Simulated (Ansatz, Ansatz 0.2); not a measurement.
# Notes on computing the 51V quadrupolar coupling in vanadinite

*A first attempt by someone new to these calculations. It holds errors of set-up and of interpretation; a review follows at the end.*

## Experimental context

The quantity I am trying to reproduce is the quadrupolar coupling constant of $^{51}$V in vanadinite, $\mathrm{Pb_5(VO_4)_3Cl}$. It was obtained by NMR on a natural single crystal, and its size is 2.52 MHz. I take it from "High-Precision Determination of NMR Interaction Parameters by Measurement of Single Crystals: A Review of Classical and Advanced M" (Bräuniger, Molecules 29, 4148 (2024); PMC11397636). The paper quotes the number from earlier work, so the field and the crystal used may have to be looked up there. All the vanadium atoms sit on one kind of site, inside a $\mathrm{VO_4}$ group, so there is one number to compare.

| compared with | measured | method |
| --- | --- | --- |
| size of the quadrupolar coupling constant eQVzz/h of 51V at site V (MHz) | 2.52 | single crystal |

## Aim and plan

I want to get the $^{51}$V coupling constant from a calculation of the electric field gradient at the vanadium. The model is the hexagonal cell with 42 atoms from a crystallographic database, with $a = 10.33$ Å and $c = 7.343$ Å. I will call it a success if the result is within 0.1 MHz of the measured value. I chose that limit because it looks like a small error on a number of this size; I have no better reason for it.

I will start with PBEsol, because the name says it is meant for solids. If the number is off, I will move to a more expensive functional, which should put it right.

System: V3Pb5ClO12 (Vanadinite), P6_3/m; P6_3/m (no. 176), 42 atoms in the primitive cell, conventional a, b, c = 10.33, 10.33, 7.343 A; measured cell of a crystallographic database; structure from the Crystallography Open Database; note on this database entry: old oxygen sites.

## 1. PBEsol on the measured structure

The atomic positions are already in the database, so I see no need to relax anything first. I have typed the input for a field-gradient run with PBEsol and am sending it off as it is. I expect something near 2.5 MHz.

**Run 1.** Ansatz 0.2: PAW field gradients, PBEsol, measured structure, 3x3x3 k mesh, input as typed, PAW set soft_2.

Key lines of the input:
```
# cell (primitive): 10.3310 10.3310 7.3430 A, 90.00 90.00 120.00 deg
# sites: Pb1 0.0107 0.7549 0.7500; Pb2 0.3333 0.6667 0.4946; V 0.3787 0.9741 0.7500; Cl 0.0000 0.0000 0.5000; O1 0.7127 0.0939 0.4537; O2 0.4604 0.8598 0.7500; O3 0.5005 0.1696 0.7500
kpoints:
  mp_grid: { grid: [3, 3, 3] }
scf:
  occupations: { method: fixed }
hamiltonian:
  xc: pbesol
output:
  field_gradient: { quadrupole_moments_barn: { V: -0.052, Cl: -0.08112, O: -0.02558 } }
```

Command:
```
ansatz run input.yaml --threads 4 --pin off --max-ram 24576MiB --backend cpu --events-out ev --progress --plain --runs-dir out
```

Selected lines of the output:
```
Error: YAML parse error: error: line 56 column 3: unknown field `field_gradient`, expected one of write_density, write_potential, …
   |   ^ unknown field `field_gradient`, expected one of write_density, write_potential, write_potential_components, volumetric_format, write_bands, …
```

Input refused; 4 cores of Arm Neoverse V2, shared host.

The run stopped before it calculated anything. The message says that `field_gradient` is an unknown field, and I take this to mean that PBEsol cannot produce a field gradient in this program. The list of accepted words that follows is about writing densities and bands, so I did not go through it.

## 2. Moving to r2SCAN

I am changing to r2SCAN, which is more expensive and should be able to handle the field gradient. Since I am paying for the better functional anyway, I will let it relax the cell as well as the atoms, so that everything comes from the same method. I expect this to land within my 0.1 MHz of the measured coupling.

**Run 2.** Ansatz 0.2: relaxation with r2SCAN: atoms and cell relaxed, 2x2x3 k mesh, PAW set soft_2.

Key lines of the input, as changed from run 1:
```diff
  kpoints:
-   mp_grid: { grid: [3, 3, 3] }
+   mp_grid: { grid: [2, 2, 3] }
  hamiltonian:
-   xc: pbesol
+   xc: r2scan
+ relax:
+   f_tol: 0.01
+   max_steps: 90
+   cell: {}
  output:
-   field_gradient: { quadrupole_moments_barn: { V: -0.052, Cl: -0.08112, O: -0.02558 } }
+   forces: true
```

Selected lines of the output:
```
Symmetry: 12 space group operations
Space group: P63/m (ITA 176), of the structure as read, at distance tolerance 8.8e-5 Å
relax step   1: F+E_penalty+E_count = -152543.36018858 eV  Δ(F+E_penalty+E_count) = +0.000e0 eV  max|allowed force component| = 2.682e0 eV/Å  Δτ_max …
relax step   2: F+E_penalty+E_count = -152546.62213146 eV  Δ(F+E_penalty+E_count) = -3.262e0 eV  max|allowed force component| = 1.501e0 eV/Å  Δτ_max …
relax step   3: F+E_penalty+E_count = -152547.60050996 eV  Δ(F+E_penalty+E_count) = -9.784e-1 eV  max|allowed force component| = 4.940e-1 eV/Å  …
```

Converged; 3.5 min on the same hardware.

**Run 3.** Ansatz 0.2: PAW field gradients, r2SCAN, atoms and cell relaxed with r2SCAN, 2x2x3 k mesh, 500 eV, PAW set soft_2.

Key lines of the input:
```
# cell (primitive): 10.4452 10.4452 7.2621 A, 90.00 90.00 120.00 deg
# sites: Pb1 0.0255 0.7643 0.7500; Pb2 0.3333 0.6667 0.4908; V 0.3859 0.9727 0.7500; Cl 0.0000 0.0000 0.5000; O1 0.7286 0.0876 0.4366; O2 0.4824 0.8776 0.7500; O3 0.5040 0.1603 0.7500
kpoints:
  mp_grid: { grid: [2, 2, 3] }
scf:
  occupations: { method: fixed }
hamiltonian:
  xc: r2scan
output:
  efg: { quadrupole_moments_barn: { V: -0.052, Cl: -0.08112, O: -0.02558 } }
```

Selected lines of the output:
```
  atom  11  V  V_zz =    -2.448731   η = 0.0248   by run symmetry: allowed   C_q = +3.0789 MHz
```

Converged; 24 s on the same hardware. Warnings: gradients_without_spin_orbit.

| quantity | run 2 | run 3 | measured |
| --- | --- | --- | --- |
| size of the quadrupolar coupling constant eQVzz/h of 51V at site V (MHz) | – | 3.079 | 2.52 |
| edge a of the conventional cell that the run used (Å) | 10.445 | 10.445 |  |
| edge c of the conventional cell that the run used (Å) | 7.262 | 7.262 |  |

This time I have a number: 3.079 MHz against the measured 2.52 MHz, too high by 0.559 MHz and well outside my limit. The field gradient came out without complaint, which settles for me that the trouble in the first run was PBEsol.

The relaxation also stretched $a$ from 10.33 to 10.445 Å and shortened $c$ from 7.343 to 7.262 Å. I conclude that relaxing spoils a good structure, and that this is where the extra coupling comes from.

## 3. LDA on the database structure

I am going back to the atoms exactly as they stand in the database, since measured positions cannot be improved by a calculation. For the functional I will try LDA. r2SCAN came out too high, and a simpler functional should give a smaller number. I expect about 2.5 MHz.

**Run 4.** Ansatz 0.2: PAW field gradients, LDA, measured structure, 3x3x3 k mesh, 420 eV, PAW set soft_2.

Key lines of the input, as changed from run 1:
```diff
  hamiltonian:
-   xc: pbesol
+   xc: lda
  output:
-   field_gradient: { quadrupole_moments_barn: { V: -0.052, Cl: -0.08112, O: -0.02558 } }
+   efg: { quadrupole_moments_barn: { V: -0.052, Cl: -0.08112, O: -0.02558 } }
```

Selected lines of the output:
```
  atom  11  V  V_zz =    +8.652827   η = 0.2201   by run symmetry: allowed   C_q = -10.8797 MHz
```

Converged; 18 s on the same hardware. Warnings: gradients_without_spin_orbit.

| quantity | run 4 | measured | deviation |
| --- | --- | --- | --- |
| size of the quadrupolar coupling constant eQVzz/h of 51V at site V (MHz) | 10.88 | 2.52 | +8.36 (+331.7 %) |
| edge a of the conventional cell that the run used (Å) | 10.331 |  |  |
| edge c of the conventional cell that the run used (Å) | 7.343 |  |  |

LDA gives 10.88 MHz, more than four times the measured 2.52 MHz. I had expected a simpler functional to bring the number down, and it went up by a long way. The positions are the measured ones, so I put the whole error on LDA: it is too crude for vanadium. The sign has also changed from the r2SCAN run, which I take as another sign that LDA is failing here.

## 4. Back to PBEsol, same atoms

I am returning to PBEsol on the database structure. Both runs that gave a coupling used the word `efg` in the input, where my first one had `field_gradient`, so perhaps PBEsol works after all if it is asked with the short word. I am keeping the atoms where they are, because I still trust the measured positions more than relaxed ones. PBEsol is a better functional than LDA and made for solids, so I expect the coupling to drop to about 2.5 MHz.

**Run 5.** Ansatz 0.2: PAW field gradients, PBEsol, measured structure, 3x3x3 k mesh, 420 eV, PAW set soft_2.

Key lines of the input, as changed from run 1:
```diff
  output:
-   field_gradient: { quadrupole_moments_barn: { V: -0.052, Cl: -0.08112, O: -0.02558 } }
+   efg: { quadrupole_moments_barn: { V: -0.052, Cl: -0.08112, O: -0.02558 } }
```

Selected lines of the output:
```
  atom  11  V  V_zz =    +8.569308   η = 0.2107   by run symmetry: allowed   C_q = -10.7747 MHz
```

Converged; 18 s on the same hardware. Warnings: gradients_without_spin_orbit.

| quantity | run 5 | measured | deviation |
| --- | --- | --- | --- |
| size of the quadrupolar coupling constant eQVzz/h of 51V at site V (MHz) | 10.775 | 2.52 | +8.255 (+327.6 %) |
| edge a of the conventional cell that the run used (Å) | 10.331 |  |  |
| edge c of the conventional cell that the run used (Å) | 7.343 |  |  |

PBEsol does give a field gradient when asked with `efg`, so I was wrong to blame the functional for the first failure. The coupling is 10.775 MHz, though, only 0.105 MHz below LDA and still more than four times the measured value. I conclude that PBEsol is nearly as crude as LDA for vanadium, and that r2SCAN came closer because it is the more advanced functional.

## 5. r2SCAN again, in the measured cell

I am going back to r2SCAN for the field gradient. Its 3.079 MHz was too high, which I still put down to the stretched cell, so this time the cell stays at the measured size. I will let PBEsol relax the atoms first, because it is cheaper and I do not think the functional used for that step matters much. The good functional then only has to do the last step. With the cell left alone, I expect the remaining 0.559 MHz to disappear.

**Run 6.** Ansatz 0.2: relaxation with PBEsol: atoms relaxed, 2x2x3 k mesh, PAW set soft_2.

Key lines of the input, as changed from run 2:
```diff
  hamiltonian:
-   xc: r2scan
+   xc: pbesol
  relax:
-   cell: {}
```

Converged; 76 s on the same hardware.

**Run 7.** Ansatz 0.2: PAW field gradients, r2SCAN, atoms relaxed with PBEsol in the measured cell, 3x3x3 k mesh, 500 eV, PAW set soft_2.

Key lines of the input:
```
# cell (primitive): 10.3310 10.3310 7.3430 A, 90.00 90.00 120.00 deg
# sites: Pb1 0.0251 0.7655 0.7500; Pb2 0.3333 0.6667 0.4910; V 0.3836 0.9715 0.7500; Cl 0.0000 0.0000 0.5000; O1 0.7318 0.0888 0.4353; O2 0.4811 0.8751 0.7500; O3 0.5033 0.1609 0.7500
kpoints:
  mp_grid: { grid: [3, 3, 3] }
scf:
  occupations: { method: fixed }
hamiltonian:
  xc: r2scan
output:
  efg: { quadrupole_moments_barn: { V: -0.052, Cl: -0.08112, O: -0.02558 } }
```

Selected lines of the output:
```
  atom  11  V  V_zz =    -2.404666   η = 0.0089   by run symmetry: allowed   C_q = +3.0235 MHz
```

Converged; 34 s on the same hardware. Warnings: gradients_without_spin_orbit.

| quantity | run 6 | run 7 | measured |
| --- | --- | --- | --- |
| size of the quadrupolar coupling constant eQVzz/h of 51V at site V (MHz) | – | 3.024 | 2.52 |
| edge a of the conventional cell that the run used (Å) | 10.331 | 10.331 |  |
| edge c of the conventional cell that the run used (Å) | 7.343 | 7.343 |  |

The coupling is now 3.024 MHz. Keeping the cell at its measured size took off only 0.055 MHz, and the result is still 0.504 MHz above the measured 2.52 MHz, so it misses my limit of 0.1 MHz. The stretched cell was not the main trouble after all.

r2SCAN has now given about 3 MHz twice, while LDA and PBEsol both gave nearly 11 MHz. I take this as confirmation that the functional decides the result, and that the two cheaper ones cannot describe vanadium. I put the remaining difference down to r2SCAN still not being advanced enough, and I would expect a more expensive functional to remove it.

## Overview

| run | settings | size of the quadrupolar coupling constant eQVzz/h of 51V at site V (MHz) | deviation | cost | status |
| --- | --- | --- | --- | --- | --- |
| 1 | PAW field gradients, PBEsol, measured structure, 3x3x3 k mesh, input as typed | – |  | – | input refused |
| 2 | relaxation with r2SCAN: atoms and cell relaxed, 2x2x3 k mesh | – |  | 14 core-min |  |
| 3 | PAW field gradients, r2SCAN, atoms and cell relaxed with r2SCAN, 2x2x3 k mesh, 500 eV | 3.079 | +0.559 (+22.2 %) | 98 core-s |  |
| 4 | PAW field gradients, LDA, measured structure, 3x3x3 k mesh, 420 eV | 10.88 | +8.36 (+331.7 %) | 73 core-s |  |
| 5 | PAW field gradients, PBEsol, measured structure, 3x3x3 k mesh, 420 eV | 10.775 | +8.255 (+327.6 %) | 71 core-s |  |
| 6 | relaxation with PBEsol: atoms relaxed, 2x2x3 k mesh | – |  | 5.1 core-min |  |
| 7 | PAW field gradients, r2SCAN, atoms relaxed with PBEsol in the measured cell, 3x3x3 k mesh, 500 eV | 3.024 | +0.504 (+20.0 %) | 2.2 core-min |  |
|  | measured | 2.52 |  |  |  |

The runs in order, against the measurement:

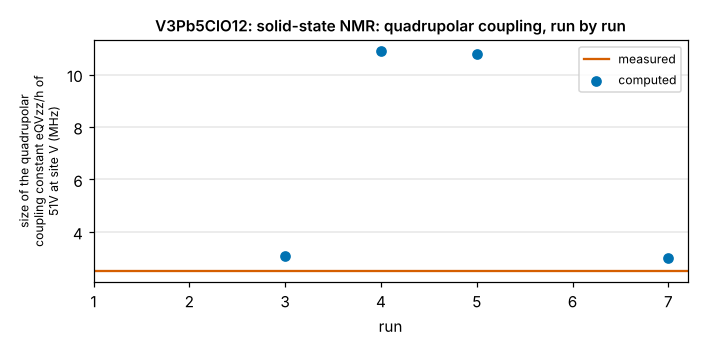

## State of play

I have not reproduced the measured coupling of 2.52 MHz. My best value is 3.024 MHz, from r2SCAN in the measured cell with the atoms relaxed by PBEsol. That is 20 % too high and well outside the 0.1 MHz I had set myself.

What I take from the work is that the functional is what counts. LDA and PBEsol gave 10.88 and 10.775 MHz on the database structure, and I would not use either of them for vanadium again. r2SCAN gave about 3 MHz both times, with the cell relaxed and with the cell left alone, so I consider that number settled for this functional.

I do not know how to get rid of the last 0.504 MHz. My guess is that it needs a hybrid functional, which I have not tried. Until then I would put 3.0 MHz in our table as the calculated value, with a note that r2SCAN is the minimum for this kind of compound.

## An expert's review

Further runs made for the review:

| reviewer's run | settings | size of the quadrupolar coupling constant eQVzz/h of 51V at site V (MHz) | deviation | cost | status |
| --- | --- | --- | --- | --- | --- |
| R1 | PAW field gradients, LDA, atoms relaxed with PBEsol in the measured cell, 3x3x3 k mesh, 420 eV | 2.904 | +0.384 (+15.2 %) | 68 core-s | warnings: gradients_without_spin_orbit |
| R2 | PAW field gradients, PBEsol, atoms relaxed with PBEsol in the measured cell, 3x3x3 k mesh, 420 eV | 2.915 | +0.395 (+15.7 %) | 67 core-s | warnings: gradients_without_spin_orbit |
| R3 | PAW field gradients, r2SCAN, atoms relaxed with r2SCAN in the measured cell, 3x3x3 k mesh, 500 eV | 2.881 | +0.361 (+14.3 %) | 2.1 core-min | warnings: gradients_without_spin_orbit |
|  | measured | 2.52 |  |  |  |

The limit of 0.1 MHz was arbitrary, as the notebook admits, and it is too strict. Two tabulated quadrupole moments of $^{51}$V are in use, and choosing the other would shift a coupling near 3 MHz by roughly 0.5 MHz.

Run 1 failed on an unknown output key, not on PBEsol. Reading the list of accepted words in the error message would have cost nothing. The notebook blamed the functional again after run 3, but rightly withdrew this after run 5.

The main mistake was to trust the database positions. Run 2 began with a force of 2.682 eV/Å on the atoms, a clear sign that they were far from equilibrium. Field gradients are very sensitive to positions, so relaxing the atoms did not spoil a good structure; it was necessary. Relaxing the cell as well was the less helpful part.

Runs 4 and 5 used the unrelaxed atoms, and their values near 11 MHz say nothing against LDA or PBEsol. With the atoms from run 6 in the same cell, LDA gives 2.904 MHz (R1) and PBEsol 2.915 MHz (R2). Each of these gradient runs cost about a core-minute. The close agreement of runs 4 and 5 already hinted that the functional was not to blame. Nor does the changed sign show LDA failing: PBEsol gives the same sign on the same atoms, and NMR does not as a rule determine it.

Keeping the measured cell in run 7 was sensible, but the atoms now came from PBEsol, so two things had changed since run 3. With atoms relaxed by r2SCAN itself in that cell, r2SCAN gives 2.881 MHz (R3). The choice of functional for the relaxation therefore matters by 0.143 MHz here. The relaxed cell accounts for about 0.2 MHz of run 3's excess, not 0.055 MHz, with a small reservation for the different k meshes.

The closing claim that the functional decides the result is wrong, because r2SCAN was only ever given relaxed atoms and the other two only unrelaxed ones. On the atoms of run 7, all three lie within 0.12 MHz of each other, with r2SCAN the furthest from experiment. It is thus neither the minimum for this compound nor settled at 3.0 MHz, and nothing here shows that a hybrid would remove the difference.

The notebook also passes over the warning about missing spin–orbit coupling. It applies to my runs too, and with so much lead nearby it should be stated as an open uncertainty.

**Verdict:** with relaxed atoms in the measured cell, the calculations give 2.88 to 3.02 MHz, some 14 to 20 % above the measured 2.52 MHz: the right size, but not close agreement. The other tabulated moment would bring them to roughly 2.4 to 2.5 MHz, slightly too low, so the moment alone could account for the miss. Spin–orbit coupling and thermal motion remain untested. The measured value is quoted from earlier work, where its conditions should be checked, but I see no independent reason to doubt it.

[Logs are printed without paths, hosts, clocks, repeated set-up lines and the standing remarks that a program may print on its own settings, such as how far it seeks lower states.]

[The runs shown are a pick from a larger set of finished runs; failed, doubtful and other runs were left out of it ahead of writing. So were measured values far from every level or from commonly accepted values, and agreement can look better than it is. Lines of input and output are excerpts and may be shortened.]
